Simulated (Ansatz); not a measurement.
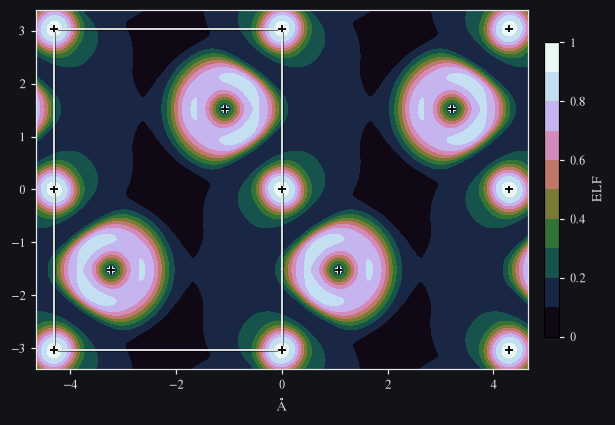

The ELF on a plane through atoms (crosses mark nuclei in the plane).

Level of theory: DFT PBE, scalar-relativistic, plane waves, PAW (Ansatz).

Candidates:
A. Cu₂O, a = 4.30 Å, b = 4.30 Å, c = 4.30 Å, α = 90.00°, β = 90.00°, γ = 90.00°. Space group Pn-3m; computed without spin polarisation.
B. GaN, a = 3.22 Å, b = 3.22 Å, c = 5.24 Å, α = 90.00°, β = 90.00°, γ = 120.00°. Space group P6₃mc.

Q: Which system is this?

A: Candidate A: Cu₂O on the (11̄0) plane of the conventional cell, which holds Cu and O. Cu–O (1.86 Å): the ELF peaks at about 0.85 in the valence shell of O, 0.6 Å from its nucleus, and is about 0.25 at the midpoint: no localised pair shows between them.
